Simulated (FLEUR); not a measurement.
# A series of single points on Ni

System: Ni (P6₃/mmc, 2 atoms in the cell).
Method: Kohn-Sham DFT of a periodic cell, LDA, all-electron, spin-polarised (FLEUR MaX-R8.1 (later development tree)).

The 5 runs differ only in the geometry, by an even scaling of the cell at fixed fractional positions. The structure derives from a Materials Project entry.

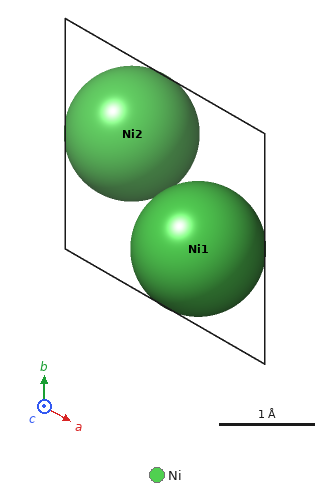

Figure 1. The structure of run 3 (spheres-only view of the cell of the calculation, along the c axis; atoms are numbered from 1 in the order of the input). An atom can appear more than once, as a periodic image.

### Input of run 3
```
<?xml version="1.0" encoding="UTF-8" standalone="no"?>
<fleurInput fleurInputVersion="0.39">
   <comment>
      Ni                                                                                                  
   </comment>
   <calculationSetup>
      <cutoffs Kmax="4.71" Gmax="14.6" GmaxXC="14.6" numbands="0"/>
      <scfLoop itmax="60" minDistance="0.00001" maxIterBroyd="15" imix="Anderson" alpha="0.05" precondParam="0.0" spinf="2.0" sdNocoIR="T"/>
      <coreElectrons ctail="T" frcor="F" kcrel="0" coretail_lmax="0"/>
      <xcFunctional name="vwn" relativisticCorrections="F"/>
      <magnetism jspins="2"/>
      <soc l_soc="F" theta="0.0" phi="0.0" spav="F"/>
      <expertModes spex="0" secvar="F"/>
      <geometryOptimization l_f="F" forcealpha="1.0" forcemix="BFGS" epsdisp="0.00001" epsforce="0.00001"/>
      <ldaU l_linMix="F" mixParam="0.05" spinf="1.0"/>
   </calculationSetup>
   <cell>
      <bzIntegration valenceElectrons="36.0" mode="hist" fermiSmearingEnergy="0.00183747">
         <kPointListSelection listName="default-1"/>
         <!-- k-points included here -->
         <xi:include xmlns:xi="http://www.w3.org/2001/XInclude" href="kpts.xml"> </xi:include>
      </bzIntegration>
      <!-- symmetry operations included here -->
      <xi:include xmlns:xi="http://www.w3.org/2001/XInclude" href="sym.xml"> </xi:include>
      <bulkLattice scale="1.0000000000">
         <bravaisMatrix>
            <row-1>    4.6260928235916561     0.0000000000000000     0.0000000000000000</row-1>
            <row-2>   -2.3130464117958280     4.0063139056071364     0.0000000000000000</row-2>
            <row-3>    0.0000000000000000     0.0000000000000000     7.6964908654976432</row-3>
         </bravaisMatrix>
      </bulkLattice>
   </cell>
   <atomSpecies>
      <species name="Nickel (Ni1.000" element="Ni" atomicNumber="28">
         <mtSphere radius="2.08" gridPoints="707" logIncrement="0.017"/>
         <atomicCutoffs lmax="9" lnonsphr="9"/>
         <electronConfig flipSpins="F">
            <coreConfig>(1s1/2) (2s1/2) (2p1/2) (2p3/2)</coreConfig>
            <valenceConfig>(3s1/2) (3p1/2) (3p3/2) (4s1/2) (3d3/2) (3d5/2)</valenceConfig>
            <stateOccupation state="(3d3/2)" spinUp="1.6" spinDown="1.6"/>
            <stateOccupation state="(3d5/2)" spinUp="2.9" spinDown="1.9"/>
         </electronConfig>
         <energyParameters s="4" p="4" d="3" f="4"/>
         <lo type="SCLO" l="0" n="3" eDeriv="0"/>
         <lo type="SCLO" l="1" n="3" eDeriv="0"/>
         <lo type="SCLO" l="1" n="3" eDeriv="1"/>
         <lo type="SCLO" l="2" n="3" eDeriv="2"/>
         <lo type="SCLO" l="3" n="4" eDeriv="2"/>
      </species>
   </atomSpecies>
   <atomGroups>
      <atomGroup species="Nickel (Ni1.000">
         <relPos label="                   1">-1.000/3.000 1.000/3.000 -1.000/4.000</relPos>
         <relPos label="                   2">1.000/3.000 -1.000/3.000 1.000/4.000</relPos>
         <force calculate="T" relaxXYZ="TTT"/>
      </atomGroup>
   </atomGroups>
   <output dos="F" band="F" slice="F">
      <checks vchk="F" cdinf="F"/>
      <bandDOS minEnergy="-.5*Htr" maxEnergy="0.5*Htr" sigma="0.015" storeEVData="T"/>
      <vacuumDOS vacdos="F" integ="F" star="F" nstars="0" locx1="0.0" locy1="0.0" locx2="0.0" locy2="0.0" nstm="0" tworkf="0.0"/>
      <unfoldingBand unfoldBand="F" supercellX="1" supercellY="1" supercellZ="1"/>
      <plotting iplot="0" polar="F">
         <plot TwoD="T" vec1="  1.0  0.0  0.0" vec2="  0.0  1.0  0.0" vec3="  0.0  0.0  1.0" zero="  0.0  0.0  0.0" file="plot"/>
      </plotting>
      <chargeDensitySlicing numkpt="0" minEigenval="0.0" maxEigenval="0.0" nnne="0" pallst="F"/>
      <specialOutput eonly="F"/>
      <moessbauerParams electricFieldGradient="T" isomerShift="T" coreHyperfine="T" valenceHyperfine="T"/>
      <magneticCircularDichroism mcd="F" energyLo="-10.0" energyUp="0.0"/>
   </output>
  <!-- We include the file relax.xml here to enable relaxations (see documentation) -->
  <xi:include xmlns:xi="http://www.w3.org/2001/XInclude" href="relax.xml"> <xi:fallback/> </xi:include>
</fleurInput>
```

Command:
```bash
inpgen -f crystal.txt -profile fastHighL; fleur_MPI
```

Run 2 has the same physical settings and fractional positions; its lattice vectors (Å) are:
```
   2.414937    0.000000    0.000000
  -1.207469    2.091397    0.000000
   0.000000    0.000000    4.017763
```

### Results, with one run withheld

```tsv
run	volume per atom (Å³)	free energy per atom, from the lowest run given (meV)
1	9.935	0.00
2	10.146	?
3	10.569	17.75
4	10.992	56.66
5	11.203	82.43
```

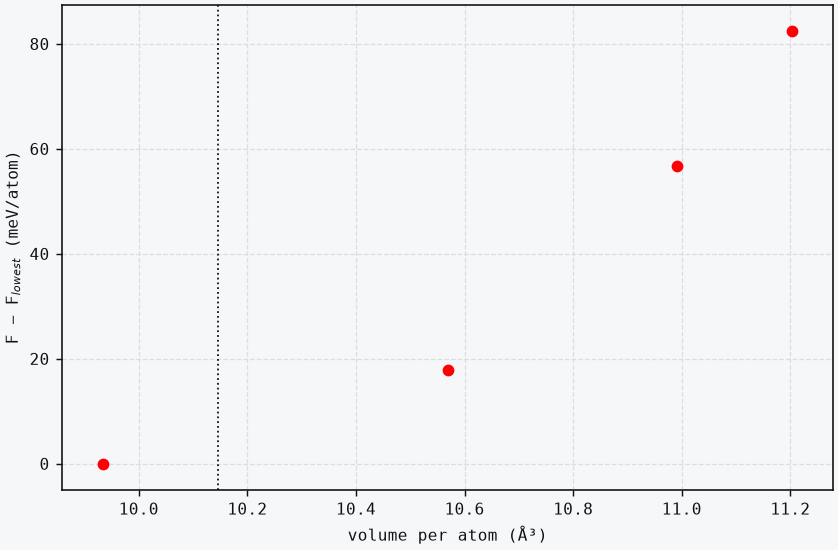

Figure 2. Free energy per atom of the runs given; the dotted line marks run 2.

Estimate the energy of run 2 from the others.

A quadratic polynomial in V^(−2/3) (the Birch–Murnaghan form), fitted to the 4 runs given, misses them by at most 0.07 meV per atom. With x = V^(−2/3) − 0.20651 Å⁻², it reads F = 24.199 − 6093.6 x + 3.6889e+05 x² (meV per atom). At run 2 it gives −0.25 meV per atom, and the run itself gives −0.44. The fit has its minimum at 10.047 Å³ per atom, where V d²F/dV² gives 241 GPa. Cell shape and fractional positions are held, so this is the stiffness under even scaling; the relaxed bulk modulus wasn't computed.

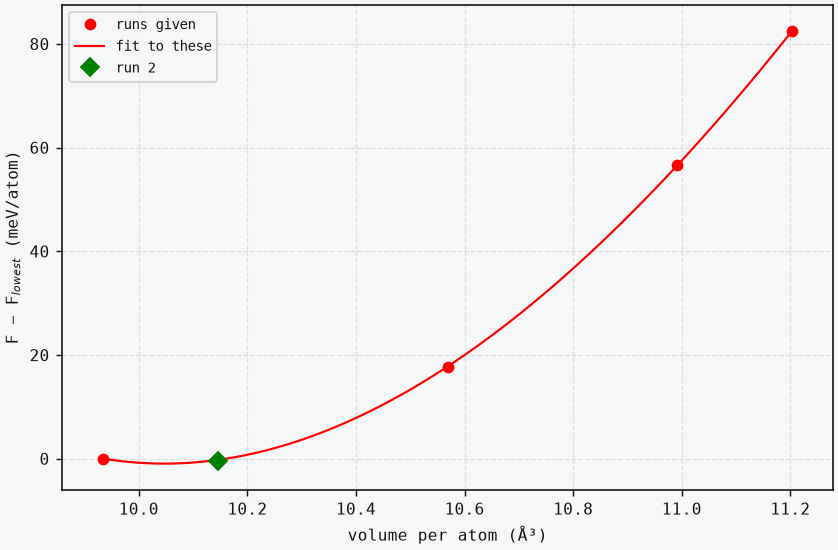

Figure 3. The fit and the withheld run.

### Output (run 2)
```
Welcome to FLEUR        (www.flapw.de)
      MaX-Release 8.1          (www.max-centre.eu)

 ========== k-point set info ==========
 Selected k-point list: default-1
 k-point list type: mesh
 12 x 12 x 7
 Number of k points: 76

 ------------Calculation Setup---------------------------
 Number of MPI-tasks      :            1
 Number of PE/node        :            1
 Number of OMP-threads    :            1
 Most efficient MPI parallelization for:
           1           2           4          19          38          76
 Additional eigenvalue parallelization possible
 Number of basis functions:          323
 Approximate size of matrices (H+S) per k-point:         0.002 GB
 --------------------------------------------------------

 Iteration:     1   Distance:       8.58447902 me/bohr^3

 Iteration:     2   Distance:       8.24411845 me/bohr^3

 Iteration:     3   Distance:       2.35473967 me/bohr^3

 Iteration:     4   Distance:       1.91304932 me/bohr^3

 Iteration:     5   Distance:       2.57558387 me/bohr^3

 Iteration:     6   Distance:       1.28583379 me/bohr^3

 Iteration:     7   Distance:       1.23720673 me/bohr^3

 Iteration:     8   Distance:       0.25607800 me/bohr^3

 Iteration:     9   Distance:       0.08727917 me/bohr^3

 Iteration:    10   Distance:       0.09556527 me/bohr^3

 Iteration:    11   Distance:       0.04529513 me/bohr^3

 Iteration:    12   Distance:       0.01754112 me/bohr^3

 Iteration:    13   Distance:       0.01565093 me/bohr^3

 Iteration:    14   Distance:       0.00238597 me/bohr^3

 Iteration:    15   Distance:       0.00032468 me/bohr^3

 Iteration:    16   Distance:       0.00031648 me/bohr^3

 Iteration:    17   Distance:       0.00010670 me/bohr^3

 Iteration:    18   Distance:       0.00005204 me/bohr^3

 Iteration:    19   Distance:       0.00004269 me/bohr^3

 Iteration:    20   Distance:       0.00000826 me/bohr^3

 ********************************************************************
 Run finished successfully
 Stop message:
   all done
 ********************************************************************
```
